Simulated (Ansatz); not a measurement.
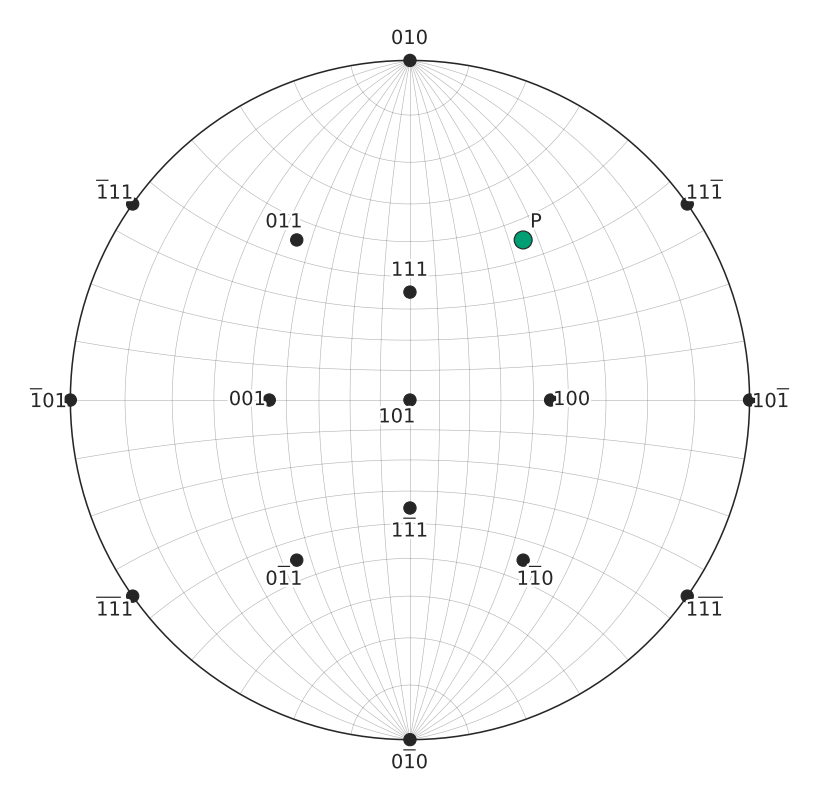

Crystal: Ti, the geometry relaxed with DFT, BLYP, plane waves (420 eV) with PAW, scalar-relativistic in Ansatz 0.2.0; the starting structure was generated, so it need not be a known form of this composition. Stereographic projection of plane normals (upper hemisphere) centred on (1 0 1). The drawing is computed from the coordinates (standard cell, symmetry found to 0.002 Å).

a = 4.147 Å, b = 4.147 Å, c = 4.147 Å, α = 90.00°, β = 90.00°, γ = 90.00°.

Question: Index the pole marked P.

Answer: P is (1 1 0), 60.0° from the centre.

Question: What is the angle between the normals of (−1 −1 1) and (0 −1 1), and what are their d_hkl = 1/|g|?

Answer: 35.3°; d = 2.394 Å and 2.932 Å.
